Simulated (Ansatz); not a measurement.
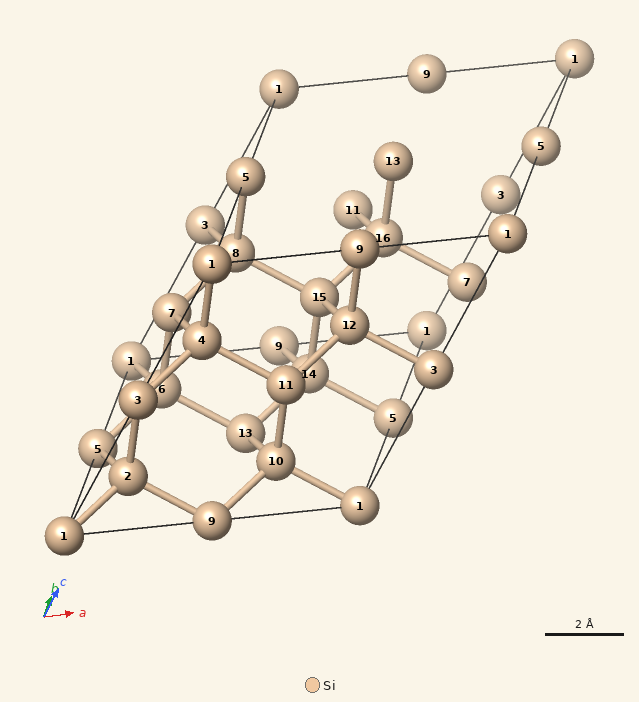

Figure 1. The input geometry (ball-and-stick view of the cell of the calculation, seen at an oblique angle; atoms are numbered from 1 in the order of the input).

Run report: Si, molecular dynamics (part 1 of 2)

System: Si (Fd-3m, 16 atoms in the cell).
Method: DFT PBEsol, scalar-relativistic, plane waves, PAW, no spin polarisation (Ansatz 0.2.0).

The structure was built on a prototype by a generator; it need not be a known phase. It belongs to a series of runs on one base structure; here: dynamics from the start. Figures and captions count atoms from 1; the log counts them from 0 in places.

## Log
```
Warning: md: disabling space-group detection — thermal motion breaks the input geometry's symmetry, so no spatial operation reduces the k-mesh or symmetrises the density; time reversal is kept, so that k and −k are solved as one point where they differ and the mesh holds both, and exact exchange and, on two spinor components, a DFT+U term hold to it where the run has them: on two components no moment then forms, and a state that bears one, which a typed moment (crystal.atoms[].spin; refused beside efield: under a hybrid functional) reaches, can lie lower, under hf by electronvolts; crystal.symmetry.detect: false (a key that needs symmetry detection or time reversal refuses this as the deck is read) with time_reversal: false beside it drops time reversal too
band count auto-derived: 54 (N_el = 64.0; filled up to band 32; 48 by the electrons, moments and atoms)
Engine: ansatz 0.2.0, aarch64-unknown-linux-gnu
Pseudopotentials: kind: paw
Pseudopotential: Si, paw, valence charge 4, recommended cutoff 420 eV (normal), Si.paw.azcp
Functional definition: PBEsol
  exchange = pbesol_x
  correlation = pbesol_c
Crystal: 16 atoms, lattice volume = 368.237 Å³
Basis set: ecut = 420 eV, 7239 PW (Γ), exchange–correlation on 108×108×108 points (8 copies of the dense FFT grid, shifted against one another)
Bands: 54, of which v1, the nominal top of the filled ones, is band 32 counted from 1 (31 counted from 0)
Symmetry: 1 space group operations
k-points: 8
Non-local potential: Si, projectors of the file, l = 0: 2, l = 1: 2, l = 2: 2
PAW form: soft (Blöchl's): semilocal exchange-correlation on the pseudo side does not see the compensation charge
PAW frozen core: Si, regenerated for the run's functional, and the local potential with it (the file was generated under x = pbe(κ = 0.804, μ = 0.2195149727645171), c = pbe(β = 0.06672455060314922))
PAW one-centre angular grid: Si, 110 points (default); XC on 64 Gauss nodes
Initial density: superposition of atomic densities (neutral atoms: chi_scale 0, normalization atom), corrected by the library's trained network
Initial wavefunctions: pseudopotential atomic-orbital guess
Functional: x = pbesol(κ = 0.804, μ = 0.12345679012345678), c = pbesol(β = 0.046)
SCF iter   1: F=—  HF=-9941.143327 eV  |F-HF|=—  |Δ(HF+E_count)|=         —  Δρ=3.06e-3  dr2=5.16e-2  ethr=1.77e-3  ⟨swp⟩=7.4  Hψ=2040  notcnv=0
preconditioner: auto → Resta (q_TF=auto, 2.038 Å⁻¹)  ε∞=4.9  [insulator: Δε(μ)=0.793 eV  Ē_g=7.876 eV  σ=0.300 eV  W_gap=0.55  n_scr=58 (ndim 8)  ℏωp=15.5 eV  f_vac=0.000  D(μ)=2.80/eV (n_scr^D=14)  ε∞_Penn≈4.9]
SCF iter   2: F=—  HF=-9941.136221 eV  |F-HF|=—  |Δ(HF+E_count)|=   7.11e-3  Δρ=1.65e-3  dr2=1.65e-2  ethr=8.06e-5  ⟨swp⟩=1.2  Hψ=568  notcnv=0
SCF iter   3: F=—  HF=-9941.133101 eV  |F-HF|=—  |Δ(HF+E_count)|=   3.12e-3  Δρ=2.21e-4  dr2=3.42e-4  ethr=2.58e-5  ⟨swp⟩=2.0  Hψ=688  notcnv=0
SCF iter   4: F=—  HF=-9941.133338 eV  |F-HF|=—  |Δ(HF+E_count)|=   2.37e-4  Δρ=7.56e-5  dr2=2.20e-5  ethr=5.35e-7  ⟨swp⟩=2.0  Hψ=718  notcnv=0
SCF iter   5: F=—  HF=-9941.133446 eV  |F-HF|=—  |Δ(HF+E_count)|=   1.08e-4  Δρ=1.70e-5  dr2=1.18e-6  ethr=3.43e-8  ⟨swp⟩=2.9  Hψ=754  notcnv=0
SCF iter   6: F=—  HF=-9941.133402 eV  |F-HF|=—  |Δ(HF+E_count)|=   4.42e-5  Δρ=2.59e-6  dr2=3.10e-8  ethr=1.85e-9  ⟨swp⟩=2.9  Hψ=809  notcnv=0
SCF iter   7: F=-9941.133402 eV  HF=-9941.133402 eV  |F-HF|=4.49e-10  |Δ(HF+E_count)|=   2.79e-8  Δρ=4.07e-7  dr2=1.32e-9  ethr=2.50e-11  ⟨swp⟩=4.0  Hψ=1306  notcnv=0
SCF 1 converged in 7 iterations: F = -9941.133402 eV  dr2 = 1.32e-9
  greatest PAW one-centre occupation: 0.626 electrons in one spin orbital (limit 2), on the Si atom at site 3 (counted from 0), in its partial waves of l = 0
md step     0: t =     0.00 fs  T =  3281.3 K  F+E_penalty+E_count = -9941.13340154 eV  E_kin = 6.786150 eV  (7 SCF iters)
Initial density: handed on by an earlier stage of this run
Initial wavefunctions: those handed on with the density
iter 1 solved again at ethr=1.92e-5 eV; its pass at ethr=3.10e-3 eV (dr2=1.23e-2 eV) is discarded
SCF iter   1: F=—  HF=-9941.091643 eV  |F-HF|=—  |Δ(HF+E_count)|=         —  Δρ=1.83e-3  dr2=1.42e-2  ethr=1.92e-5  ⟨swp⟩=3.1  Hψ=2361  notcnv=0
preconditioner: auto → Kerker (q_TF=auto, 2.038 Å⁻¹)  [metal: Δε(μ)=0.700 eV  Ē_g=7.883 eV  σ=0.300 eV  W_gap=0.49  n_scr=58 (ndim 8)  ℏωp=15.5 eV  f_vac=0.000  D(μ)=2.76/eV (n_scr^D=14)]
SCF iter   2: F=—  HF=-9941.089522 eV  |F-HF|=—  |Δ(HF+E_count)|=   2.12e-3  Δρ=1.03e-3  dr2=4.26e-3  ethr=1.92e-5  ⟨swp⟩=1.0  Hψ=432  notcnv=0
SCF iter   3: F=—  HF=-9941.088687 eV  |F-HF|=—  |Δ(HF+E_count)|=   8.35e-4  Δρ=9.32e-5  dr2=5.98e-5  ethr=6.65e-6  ⟨swp⟩=2.6  Hψ=597  notcnv=0
SCF iter   4: F=—  HF=-9941.088747 eV  |F-HF|=—  |Δ(HF+E_count)|=   5.99e-5  Δρ=2.61e-5  dr2=9.13e-6  ethr=9.34e-8  ⟨swp⟩=2.4  Hψ=735  notcnv=0
SCF iter   5: F=—  HF=-9941.088709 eV  |F-HF|=—  |Δ(HF+E_count)|=   3.85e-5  Δρ=7.84e-6  dr2=7.46e-7  ethr=1.43e-8  ⟨swp⟩=2.2  Hψ=640  notcnv=0
SCF iter   6: F=—  HF=-9941.088709 eV  |F-HF|=—  |Δ(HF+E_count)|=   4.82e-9  Δρ=1.75e-6  dr2=2.30e-8  ethr=1.17e-9  ⟨swp⟩=2.5  Hψ=708  notcnv=0
SCF iter   7: F=-9941.088709 eV  HF=-9941.088709 eV  |F-HF|=1.08e-9  |Δ(HF+E_count)|=   8.88e-9  Δρ=5.16e-7  dr2=1.95e-9  ethr=2.50e-11  ⟨swp⟩=4.1  Hψ=1244  notcnv=0
SCF 2 converged in 7 iterations: F = -9941.088709 eV  dr2 = 1.95e-9
  greatest PAW one-centre occupation: 0.626 electrons in one spin orbital (limit 2), on the Si atom at site 7 (counted from 0), in its partial waves of l = 0
md step     1: t =     1.50 fs  T =  2930.1 K  F+E_penalty+E_count = -9941.08870853 eV  E_kin = 6.059862 eV  (7 SCF iters)
[... from here on the SCF iterations and repeated set-up lines of each step are left out, up to the last step ...]
SCF 3 converged in 7 iterations: F = -9940.961494 eV  dr2 = 1.42e-9
md step     2: t =     3.00 fs  T =  2695.0 K  F+E_penalty+E_count = -9940.96149389 eV  E_kin = 5.573785 eV  (7 SCF iters)
md step     3: t =     4.50 fs  T =  2345.3 K  F+E_penalty+E_count = -9940.76993181 eV  E_kin = 4.850478 eV  (6 SCF iters)
md step     4: t =     6.00 fs  T =  2192.7 K  F+E_penalty+E_count = -9940.52934223 eV  E_kin = 4.534897 eV  (6 SCF iters)
md step     5: t =     7.50 fs  T =  2050.8 K  F+E_penalty+E_count = -9940.25532577 eV  E_kin = 4.241391 eV  (6 SCF iters)
md step     6: t =     9.00 fs  T =  2123.0 K  F+E_penalty+E_count = -9939.96416782 eV  E_kin = 4.390696 eV  (5 SCF iters)
md step     7: t =    10.50 fs  T =  2219.2 K  F+E_penalty+E_count = -9939.64077824 eV  E_kin = 4.589692 eV  (6 SCF iters)
md step     8: t =    12.00 fs  T =  2156.0 K  F+E_penalty+E_count = -9939.27650120 eV  E_kin = 4.458926 eV  (6 SCF iters)
md step     9: t =    13.50 fs  T =  1962.4 K  F+E_penalty+E_count = -9938.89950932 eV  E_kin = 4.058619 eV  (6 SCF iters)
md step    10: t =    15.00 fs  T =  2086.2 K  F+E_penalty+E_count = -9938.54225192 eV  E_kin = 4.314670 eV  (6 SCF iters)
md step    11: t =    16.50 fs  T =  1842.2 K  F+E_penalty+E_count = -9938.23311343 eV  E_kin = 3.809999 eV  (6 SCF iters)
md step    12: t =    18.00 fs  T =  1454.2 K  F+E_penalty+E_count = -9937.99107739 eV  E_kin = 3.007531 eV  (5 SCF iters)
md step    13: t =    19.50 fs  T =  1366.4 K  F+E_penalty+E_count = -9937.83358268 eV  E_kin = 2.826020 eV  (5 SCF iters)
md step    14: t =    21.00 fs  T =  1567.8 K  F+E_penalty+E_count = -9937.75630327 eV  E_kin = 3.242549 eV  (6 SCF iters)
md step    15: t =    22.50 fs  T =  1677.8 K  F+E_penalty+E_count = -9937.73143876 eV  E_kin = 3.470005 eV  (6 SCF iters)
md step    16: t =    24.00 fs  T =  1739.6 K  F+E_penalty+E_count = -9937.71114182 eV  E_kin = 3.597820 eV  (5 SCF iters)
md step    17: t =    25.50 fs  T =  1825.7 K  F+E_penalty+E_count = -9937.68158001 eV  E_kin = 3.775799 eV  (5 SCF iters)
md step    18: t =    27.00 fs  T =  1646.1 K  F+E_penalty+E_count = -9937.67728871 eV  E_kin = 3.404373 eV  (6 SCF iters)
md step    19: t =    28.50 fs  T =  1608.3 K  F+E_penalty+E_count = -9937.69145995 eV  E_kin = 3.326177 eV  (5 SCF iters)
md step    20: t =    30.00 fs  T =  1674.7 K  F+E_penalty+E_count = -9937.71263044 eV  E_kin = 3.463626 eV  (6 SCF iters)
md step    21: t =    31.50 fs  T =  1734.4 K  F+E_penalty+E_count = -9937.76602687 eV  E_kin = 3.586976 eV  (6 SCF iters)
md step    22: t =    33.00 fs  T =  1807.1 K  F+E_penalty+E_count = -9937.81468607 eV  E_kin = 3.737425 eV  (5 SCF iters)
md step    23: t =    34.50 fs  T =  1958.7 K  F+E_penalty+E_count = -9937.81330998 eV  E_kin = 4.050919 eV  (5 SCF iters)
md step    24: t =    36.00 fs  T =  2282.6 K  F+E_penalty+E_count = -9937.76875834 eV  E_kin = 4.720876 eV  (5 SCF iters)
md step    25: t =    37.50 fs  T =  1987.8 K  F+E_penalty+E_count = -9937.68628243 eV  E_kin = 4.111042 eV  (5 SCF iters)
md step    26: t =    39.00 fs  T =  2018.4 K  F+E_penalty+E_count = -9937.59225172 eV  E_kin = 4.174340 eV  (5 SCF iters)
md step    27: t =    40.50 fs  T =  2326.4 K  F+E_penalty+E_count = -9937.48662165 eV  E_kin = 4.811442 eV  (5 SCF iters)
md step    28: t =    42.00 fs  T =  2437.5 K  F+E_penalty+E_count = -9937.35262582 eV  E_kin = 5.041080 eV  (6 SCF iters)
md step    29: t =    43.50 fs  T =  2434.9 K  F+E_penalty+E_count = -9937.20098074 eV  E_kin = 5.035863 eV  (6 SCF iters)
md step    30: t =    45.00 fs  T =  2320.7 K  F+E_penalty+E_count = -9937.03535014 eV  E_kin = 4.799490 eV  (6 SCF iters)
md step    31: t =    46.50 fs  T =  2473.1 K  F+E_penalty+E_count = -9936.84775425 eV  E_kin = 5.114757 eV  (6 SCF iters)
md step    32: t =    48.00 fs  T =  2296.8 K  F+E_penalty+E_count = -9936.63981770 eV  E_kin = 4.750245 eV  (5 SCF iters)
md step    33: t =    49.50 fs  T =  2127.5 K  F+E_penalty+E_count = -9936.43572976 eV  E_kin = 4.400074 eV  (5 SCF iters)
md step    34: t =    51.00 fs  T =  2097.3 K  F+E_penalty+E_count = -9936.22954047 eV  E_kin = 4.337651 eV  (5 SCF iters)
md step    35: t =    52.50 fs  T =  1930.4 K  F+E_penalty+E_count = -9935.99889416 eV  E_kin = 3.992479 eV  (5 SCF iters)
md step    36: t =    54.00 fs  T =  2316.2 K  F+E_penalty+E_count = -9935.77918607 eV  E_kin = 4.790290 eV  (5 SCF iters)
md step    37: t =    55.50 fs  T =  2003.6 K  F+E_penalty+E_count = -9935.60675282 eV  E_kin = 4.143773 eV  (6 SCF iters)
md step    38: t =    57.00 fs  T =  2033.7 K  F+E_penalty+E_count = -9935.46621790 eV  E_kin = 4.205926 eV  (5 SCF iters)
md step    39: t =    58.50 fs  T =  1958.7 K  F+E_penalty+E_count = -9935.32081537 eV  E_kin = 4.050857 eV  (5 SCF iters)
md step    40: t =    60.00 fs  T =  1977.9 K  F+E_penalty+E_count = -9935.15734776 eV  E_kin = 4.090690 eV  (7 SCF iters)
md step    41: t =    61.50 fs  T =  1920.0 K  F+E_penalty+E_count = -9935.02641696 eV  E_kin = 3.970924 eV  (5 SCF iters)
md step    42: t =    63.00 fs  T =  1861.2 K  F+E_penalty+E_count = -9934.94894839 eV  E_kin = 3.849302 eV  (6 SCF iters)
md step    43: t =    64.50 fs  T =  1990.3 K  F+E_penalty+E_count = -9934.89703564 eV  E_kin = 4.116172 eV  (5 SCF iters)
md step    44: t =    66.00 fs  T =  2098.9 K  F+E_penalty+E_count = -9934.86992978 eV  E_kin = 4.340802 eV  (5 SCF iters)
md step    45: t =    67.50 fs  T =  1744.0 K  F+E_penalty+E_count = -9934.86877522 eV  E_kin = 3.606871 eV  (5 SCF iters)
md step    46: t =    69.00 fs  T =  1958.7 K  F+E_penalty+E_count = -9934.89163948 eV  E_kin = 4.050938 eV  (6 SCF iters)
md step    47: t =    70.50 fs  T =  2156.5 K  F+E_penalty+E_count = -9934.92493517 eV  E_kin = 4.459975 eV  (5 SCF iters)
md step    48: t =    72.00 fs  T =  2250.8 K  F+E_penalty+E_count = -9934.94336395 eV  E_kin = 4.655059 eV  (6 SCF iters)
md step    49: t =    73.50 fs  T =  2533.2 K  F+E_penalty+E_count = -9934.95632085 eV  E_kin = 5.238977 eV  (5 SCF iters)
md step    50: t =    75.00 fs  T =  2411.3 K  F+E_penalty+E_count = -9934.96257930 eV  E_kin = 4.987008 eV  (7 SCF iters)
md step    51: t =    76.50 fs  T =  2722.7 K  F+E_penalty+E_count = -9934.93905403 eV  E_kin = 5.630902 eV  (5 SCF iters)
md step    52: t =    78.00 fs  T =  2880.6 K  F+E_penalty+E_count = -9934.86222903 eV  E_kin = 5.957490 eV  (5 SCF iters)
md step    53: t =    79.50 fs  T =  2987.9 K  F+E_penalty+E_count = -9934.74001492 eV  E_kin = 6.179393 eV  (6 SCF iters)
md step    54: t =    81.00 fs  T =  3053.7 K  F+E_penalty+E_count = -9934.59052065 eV  E_kin = 6.315454 eV  (5 SCF iters)
md step    55: t =    82.50 fs  T =  2568.7 K  F+E_penalty+E_count = -9934.42367012 eV  E_kin = 5.312509 eV  (5 SCF iters)
md step    56: t =    84.00 fs  T =  2653.8 K  F+E_penalty+E_count = -9934.27714502 eV  E_kin = 5.488479 eV  (6 SCF iters)
md step    57: t =    85.50 fs  T =  2872.5 K  F+E_penalty+E_count = -9934.16438694 eV  E_kin = 5.940759 eV  (5 SCF iters)
md step    58: t =    87.00 fs  T =  2747.3 K  F+E_penalty+E_count = -9934.06127785 eV  E_kin = 5.681918 eV  (6 SCF iters)
md step    59: t =    88.50 fs  T =  2580.1 K  F+E_penalty+E_count = -9933.96838584 eV  E_kin = 5.335981 eV  (5 SCF iters)
md step    60: t =    90.00 fs  T =  2370.9 K  F+E_penalty+E_count = -9933.90092565 eV  E_kin = 4.903430 eV  (7 SCF iters)
md step    61: t =    91.50 fs  T =  2560.4 K  F+E_penalty+E_count = -9933.84242674 eV  E_kin = 5.295257 eV  (6 SCF iters)
md step    62: t =    93.00 fs  T =  2371.2 K  F+E_penalty+E_count = -9933.79038153 eV  E_kin = 4.903938 eV  (5 SCF iters)
md step    63: t =    94.50 fs  T =  2521.5 K  F+E_penalty+E_count = -9933.74728121 eV  E_kin = 5.214927 eV  (6 SCF iters)
md step    64: t =    96.00 fs  T =  2412.2 K  F+E_penalty+E_count = -9933.70390100 eV  E_kin = 4.988805 eV  (6 SCF iters)
md step    65: t =    97.50 fs  T =  2137.9 K  F+E_penalty+E_count = -9933.67846790 eV  E_kin = 4.421571 eV  (6 SCF iters)
md step    66: t =    99.00 fs  T =  2235.7 K  F+E_penalty+E_count = -9933.69107753 eV  E_kin = 4.623844 eV  (6 SCF iters)
md step    67: t =   100.50 fs  T =  2175.4 K  F+E_penalty+E_count = -9933.70375429 eV  E_kin = 4.499095 eV  (5 SCF iters)
md step    68: t =   102.00 fs  T =  2039.4 K  F+E_penalty+E_count = -9933.73087046 eV  E_kin = 4.217736 eV  (5 SCF iters)
md step    69: t =   103.50 fs  T =  1786.2 K  F+E_penalty+E_count = -9933.79618442 eV  E_kin = 3.694162 eV  (5 SCF iters)
md step    70: t =   105.00 fs  T =  2058.9 K  F+E_penalty+E_count = -9933.89252638 eV  E_kin = 4.258088 eV  (7 SCF iters)
md step    71: t =   106.50 fs  T =  2604.3 K  F+E_penalty+E_count = -9934.02155881 eV  E_kin = 5.386137 eV  (6 SCF iters)
md step    72: t =   108.00 fs  T =  2429.5 K  F+E_penalty+E_count = -9934.13087367 eV  E_kin = 5.024495 eV  (6 SCF iters)
md step    73: t =   109.50 fs  T =  2385.6 K  F+E_penalty+E_count = -9934.20825604 eV  E_kin = 4.933735 eV  (6 SCF iters)
md step    74: t =   111.00 fs  T =  2148.5 K  F+E_penalty+E_count = -9934.27021247 eV  E_kin = 4.443535 eV  (6 SCF iters)
md step    75: t =   112.50 fs  T =  2182.7 K  F+E_penalty+E_count = -9934.33515964 eV  E_kin = 4.514135 eV  (5 SCF iters)
md step    76: t =   114.00 fs  T =  2488.6 K  F+E_penalty+E_count = -9934.41423487 eV  E_kin = 5.146899 eV  (6 SCF iters)
md step    77: t =   115.50 fs  T =  2860.4 K  F+E_penalty+E_count = -9934.48096154 eV  E_kin = 5.915848 eV  (5 SCF iters)
md step    78: t =   117.00 fs  T =  2942.0 K  F+E_penalty+E_count = -9934.52097441 eV  E_kin = 6.084552 eV  (5 SCF iters)
SCF 80 converged in 6 iterations: F = -9934.524778 eV  dr2 = 2.53e-9
md step    79: t =   118.50 fs  T =  2917.3 K  F+E_penalty+E_count = -9934.52477842 eV  E_kin = 6.033366 eV  (6 SCF iters)
iter 1 solved again at ethr=1.85e-5 eV; its pass at ethr=3.10e-3 eV (dr2=1.18e-2 eV) is discarded
SCF iter   1: F=—  HF=-9934.503333 eV  |F-HF|=—  |Δ(HF+E_count)|=         —  Δρ=1.65e-3  dr2=1.26e-2  ethr=1.85e-5  ⟨swp⟩=2.5  Hψ=2326  notcnv=0
preconditioner: auto → Kerker (q_TF=auto, 2.038 Å⁻¹)  [metal: Δε(μ)=0.104 eV  Ē_g=7.479 eV  σ=0.300 eV  W_gap=0.09  n_scr=58 (ndim 8)  ℏωp=15.5 eV  f_vac=0.000  D(μ)=6.77/eV (n_scr^D=26)]
SCF iter   2: F=—  HF=-9934.501142 eV  |F-HF|=—  |Δ(HF+E_count)|=   2.19e-3  Δρ=9.12e-4  dr2=3.36e-3  ethr=1.85e-5  ⟨swp⟩=1.0  Hψ=432  notcnv=0
SCF iter   3: F=—  HF=-9934.500347 eV  |F-HF|=—  |Δ(HF+E_count)|=   7.95e-4  Δρ=1.04e-4  dr2=4.88e-5  ethr=5.25e-6  ⟨swp⟩=2.0  Hψ=641  notcnv=0
SCF iter   4: F=—  HF=-9934.500331 eV  |F-HF|=—  |Δ(HF+E_count)|=   1.67e-5  Δρ=2.39e-5  dr2=4.00e-6  ethr=7.62e-8  ⟨swp⟩=2.6  Hψ=788  notcnv=0
SCF iter   5: F=—  HF=-9934.500303 eV  |F-HF|=—  |Δ(HF+E_count)|=   2.74e-5  Δρ=6.32e-6  dr2=4.54e-7  ethr=6.24e-9  ⟨swp⟩=2.0  Hψ=612  notcnv=0
SCF iter   6: F=—  HF=-9934.500303 eV  |F-HF|=—  |Δ(HF+E_count)|=   5.14e-8  Δρ=2.23e-6  dr2=6.46e-8  ethr=7.10e-10  ⟨swp⟩=2.4  Hψ=669  notcnv=0
SCF iter   7: F=-9934.500303 eV  HF=-9934.500303 eV  |F-HF|=4.44e-10  |Δ(HF+E_count)|=   5.93e-9  Δρ=6.86e-7  dr2=4.04e-9  ethr=2.50e-11  ⟨swp⟩=4.0  Hψ=1300  notcnv=0
SCF 81 converged in 7 iterations: F = -9934.500303 eV  dr2 = 4.04e-9
  greatest PAW one-centre occupation: 0.702 electrons in one spin orbital (limit 2), on the Si atom at site 6 (counted from 0), in its partial waves of l = 0
md step    80: t =   120.00 fs  T =  2944.6 K  F+E_penalty+E_count = -9934.50030315 eV  E_kin = 6.089859 eV  (7 SCF iters)
```

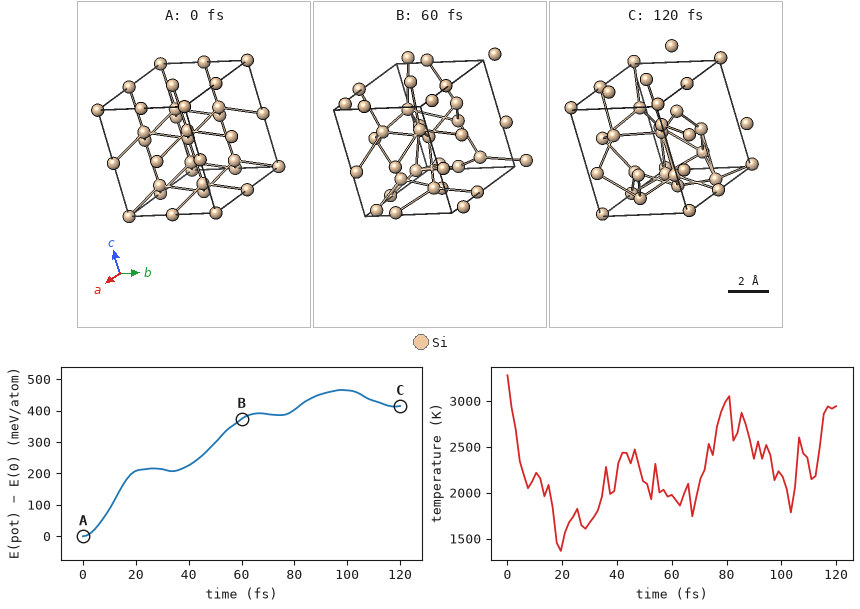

Figure 2. Frames of the molecular dynamics (ball-and-stick, reduced simulation cell, seen slightly off an axis) above the curves, on which the letters mark them. The trajectory kept here has 81 frames over 120 fs. The temperature starts at 3281 K, ranges from 1366 to 3281 K and averages 2403 K over the second half. The potential energy ends 414.6 meV/atom above its first value. With the common drift removed, the root-mean-square displacement is 0.69 Å.

```
SCF converged after 7 iterations
Free energy (F): -9934.500303 eV
Harris-Foulkes:  -9934.500303 eV  (|F-HF|=4.44e-10)
Internal energy: -9932.439375 eV  (E = F + TS)
E sigma→0 (E₀):  -9933.469839 eV
Entropy (-TS):   -2.060928 eV (-128.808 meV/atom)
Fermi energy:    4.991145 eV
--- Per-component energies (eV) ---
  E_band       = 9.807529
  E_kinetic    = 608.109437
  E_local      = -551.804406  (includes V_loc(G=0)·N_el)
  E_nonlocal   = 409.518835
  E_hartree    = 151.987452
  E_xc         = -858.429496
  E_vxc        = -727.256382  (∫ρ·V_xc dr)
  E_paw        = -7975.772221  (= ΣΔE_a)
  E_vpaw       = -32.734712  (= ΣTr[D̂ρ^β])
  E_aug_tail   = 0.000108  (compensation charges beyond the density's cutoff)
  E_ewald      = -1716.554055
  E_core_change = 0.504971  (= ΣΔE_core)
  E_smearing   = -2.060928  (= −TS)
  E_closure    = -0.000000  (closes the sum)
  Σ components = -9934.500303   (vs F -9934.500303, Δ=0.00e0)
--- Forces (eV/Å), atoms counted from 1 ---
  atom   1  Si     1.11536213    -0.27728547    -0.09272008
  atom   2  Si     0.19224666    -0.74929069    -0.88481524
  atom   3  Si    -0.16948292     0.89452671     1.48276755
  atom   4  Si    -0.20847988    -0.36095943     0.93998998
  atom   5  Si    -0.12405548     0.97265701     1.20096311
  atom   6  Si    -0.34561246     0.49893337    -0.82563720
  atom   7  Si     0.20778120     0.12798153    -0.34538116
  atom   8  Si    -0.11997979    -1.02986247    -2.40622065
  atom   9  Si     0.01845307     0.96477241     0.69356149
  atom  10  Si    -0.55484156     0.23773383     0.74908721
  atom  11  Si     1.12640507    -1.82868663     1.35931977
  atom  12  Si     0.69277347    -0.75797504    -2.00225066
  atom  13  Si    -0.41073638     0.55642440    -0.20726898
  atom  14  Si    -0.57460226    -1.81541393     0.30020795
  atom  15  Si    -0.96844370     1.07496848     0.45712958
  atom  16  Si     0.12320248     1.49147579    -0.41872643
  max |Σ_I F_I| component: 1.04e-5 eV/Å
--- MD trajectory: 80 steps, t = 0.0 → 120.0 fs ---
  final state: T = 2944.6 K   F+E_penalty+E_count = -9934.50030315 eV   E_kin = 6.089859 eV
```
